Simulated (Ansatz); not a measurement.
Ru (Fm-3m, No. 225): the end point of a relaxation with DFT, PBE, plane waves (420 eV) with PAW, scalar-relativistic in Ansatz 0.2.0; the starting structure was generated, so it need not be a known form of this composition.

```cif
data_structure
_symmetry_space_group_name_H-M 'P 1'
_symmetry_Int_Tables_number 1
_cell_length_a 3.8113
_cell_length_b 3.8113
_cell_length_c 3.8113
_cell_angle_alpha 90.000
_cell_angle_beta 90.000
_cell_angle_gamma 90.000
_cell_volume 55.36
loop_
_atom_site_label
_atom_site_type_symbol
_atom_site_fract_x
_atom_site_fract_y
_atom_site_fract_z
_atom_site_occupancy
Ru1 Ru 0.00000 0.00000 0.00000 1
Ru2 Ru 0.00000 0.50000 0.50000 1
Ru3 Ru 0.50000 0.00000 0.50000 1
Ru4 Ru 0.50000 0.50000 0.00000 1
```

Question: What will a map of the projected electrostatic potential along [110] show? Computed as the sum of neutral-atom potentials (tabulated electron scattering factors, B = 0.5 Å²) projected along the beam and smoothed by 0.25 Å; brighter is more positive. The display is stretched by a gamma of 0.6; percentages refer to the linear signal.

Answer: The columns repeat on a centred rectangular net of 2.70 × 3.81 Å (plane group c2mm). All columns are alike (Ru). The shortest distance between visible columns is 2.33 Å in projection. Along the beam the structure repeats every 2.70 Å.

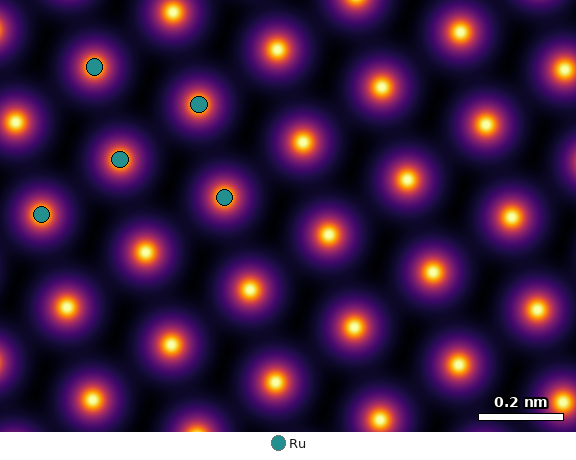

The simulated image, with the columns of the model marked in one corner.
